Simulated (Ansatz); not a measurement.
## Electronic structure of SiC in real space

Input file:

```
crystal:
  lattice:
    - [1.366744929, -3.2216906395, 0.0]
    - [1.366744929, 3.2216906395, 0.0]
    - [0.0, 0.0, 2.7285837759]
  atoms:
    - { symbol: Si, position: [0.5, 0.5, 0.0] }
    - { symbol: C, position: [0.0, 0.0, 0.5] }
basis:
  ecutwfc: 420
kpoints:
  mp_grid: { grid: [22, 22, 20] }
hamiltonian:
  xc: pbe
scf:
  occupations: { method: gaussian, width: 0.1 }
output:
  forces: true
  stress: true
  eigenvalues: true
  write_density: true
  write_potential: true
  elf: true
  volumetric_format: npy
relax:
  adjacent_minimum: "off"
  f_tol: 0.01
  max_steps: 80
  cell: { stress_tol: 0.05 }
```

Run with:

```sh
ansatz run input.yaml --threads 1 --pin off --max-ram 2560MiB --backend cpu --events-out ev --progress --plain --runs-dir out
```

Below, planes, directions and counts refer to the conventional cell (a = 2.72 Å, b = 6.89 Å, c = 2.72 Å, α = 90.00°, β = 90.00°, γ = 90.00°).

The fields are those of the run's last geometry, not of the input's.

Space group Cmmm; a structure generated by program, which may or may not match a known phase.

These are results of DFT PBE, scalar-relativistic, plane waves, PAW (Ansatz), not measurements.

In a PAW calculation such maps are meaningful between the atoms, not at the nuclei.

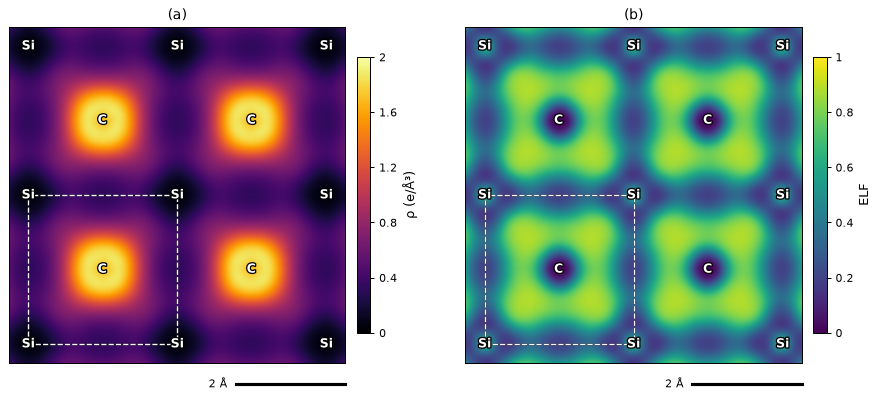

Figure 1. (a) valence charge density (pseudo); (b) ELF on the (010) plane of the conventional cell.

Question: Describe what can be read from this map.

Answer:
- Atoms in the plane: Si and C.
- Si–C (1.92 Å): ρ at the midpoint is about 0.79 e/Å³; the ELF peaks at about 0.90 between the atoms.
- Between the atoms the lowest density in this plane is 0.32 e/Å³.

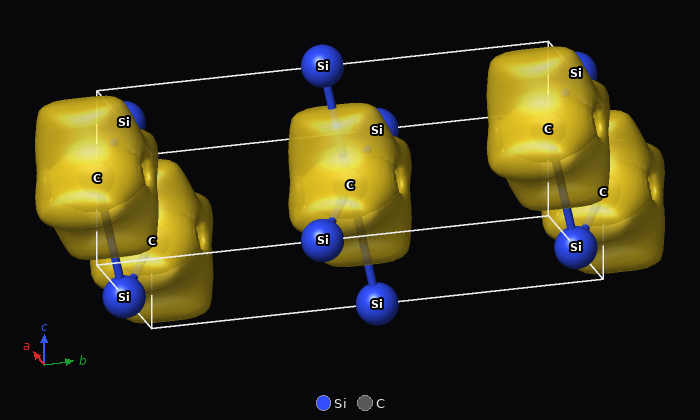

Figure 2. Isosurface of the ELF at 0.7 (yellow), seen at an oblique angle. Only the valence region is drawn (cores and ρ < 0.01 e/Å³ removed). Sticks mark near contacts.

Question: Where are the electrons localised?

Answer: The ELF exceeds this value in two regions on C in which the atom's valence shell and bonds are merged, counted in one cell of 4 atoms. Any copies at cell faces, edges or corners count once.

Question: Does the calculation make it a metal, or give it a gap?

Answer: It is gapless in this calculation (a metal or semimetal).
